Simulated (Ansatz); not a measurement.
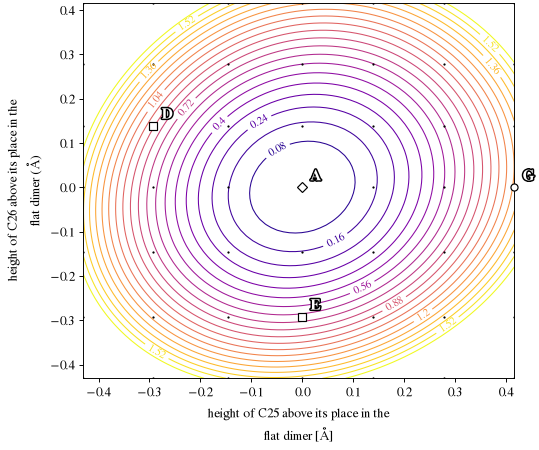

A C(100) slab cut from the Fd-3m phase, its lower face capped with 8 H atoms (36 atoms in the cell). 
- Two atoms of the surface dimers are held at set heights.
- The first coordinate is: height of C25 above its place in the flat dimer; the second: height of C26 above its place in the flat dimer.
- Relaxed at each point: all atoms of the upper layers, but for the two heights.
- The grid has 7 × 7 points; 28 points were computed and 21 follow by symmetry.
- Points are written as (first, second).
- All energies are given in eV relative to the lowest grid point.
- All numbers below come from Ansatz 0.2.0, DFT LDA, scalar-relativistic, plane waves, PAW. Settings: cutoff 420 eV, k-mesh 5×5×1, gaussian smearing 0.05 eV, no spin polarisation.

Drawn: contour lines labelled in eV (none above 1.6), dots at the grid points, lettered points. Between grid points the surface is interpolated.

**Is E the lowest point of the computed grid?**

No. E lies 0.67 eV above the lowest grid point, which is at (0.000 Å, 0.000 Å).

**What kind of point is each of A, D, E: minimum, saddle, maximum or slope?**

A: minimum; D: on a slope; E: on a slope. (In these two coordinates alone; a stationary point may lie a little off the grid point.)
